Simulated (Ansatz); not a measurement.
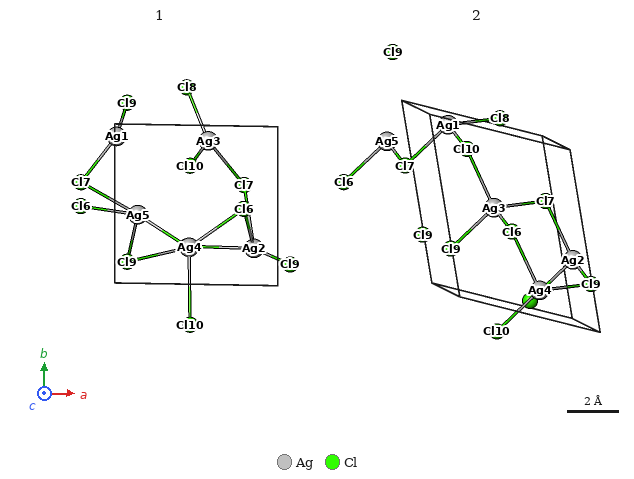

Two geometries of an amorphous cell of composition AgCl (coarse preliminary run), drawn at one scale. One is the start of a relaxation, the other its converged end. The picture is a ball-and-stick view of the cell of the calculation, seen along the c axis.

Theory: Ansatz 0.2.0, DFT PBE, scalar-relativistic, plane waves, PAW. Set-up: plane-wave cutoff 420 eV; k-point mesh 2 × 2 × 2; occupations gaussian; smearing width 0.1 eV; mesh shifted by (0.5, 0.5, 0.5); no spin polarisation; cell and atoms relaxed; force threshold 0.04 eV/Å; at most 70 steps.

Which one is relaxed?

Answer. Structure 2 is the relaxed one. Case: atoms packed at random at 1.16 times the crystal's volume. The energy falls by 3.975 eV per cell of the calculation in 60 accepted moves (69 points after the start). The largest force component goes from 1.6 to 0.0086 eV/Å. The pressure goes from 2.73 to 0.01 GPa. The line search rejected the trial steps at points 26, 33, 40, 46, 53, 61 of the run. The SCF was repeated 3 times at an unchanged geometry on a basis and grid sized afresh for the cell, which shifted the energy by 72.0 meV per cell of the calculation at most. The atom that moves furthest relative to the cell is Ag5 (3.70 Å along [−3 3 −1]). By element the largest moves are Ag 3.70 Å, Cl 2.43 Å. The drawn cell changes as follows: a 6.514 → 5.954 Å (−8.6 %), b 6.353 → 7.397 Å (+16.4 %), c 6.195 → 7.480 Å (+20.7 %), α 88.2° → 98.2°, β 88.2° → 66.8°, γ 90.9° → 113.5°; the volume changes by +8.5 %. Among the contacts that change: Ag5–Cl8 2.639 → 8.836 Å, Ag1–Cl9 2.838 → 7.844 Å, Ag2–Cl6 7.600 → 2.622 Å, Ag5–Cl8 (another image) 7.024 → 2.625 Å. New bonds form, among them: Ag1–Cl10 (4.86 → 2.62 Å), Ag1–Cl8 (3.48 → 2.62 Å), Ag1–Cl9 (another periodic image) (3.99 → 2.63 Å), Ag2–Cl6 (another periodic image) (7.60 → 2.62 Å). Bonds break, among them: Ag1–Cl9 (2.84 → 7.84 Å), Ag2–Cl6 (2.37 → 5.11 Å), Ag3–Cl8 (2.37 → 4.98 Å), Ag4–Cl8 (2.37 → 5.09 Å). Among the angles between lasting bonds that change: Ag3–Cl7–Ag5 148.9° → 111.0°, Cl8–Ag2–Cl9 146.0° → 109.3°, Ag1–Cl7–Ag3 73.0° → 108.3°.

Limits of the set-up: the periodic images lie only 6.2 Å apart, so the values are limited by the cell's size.
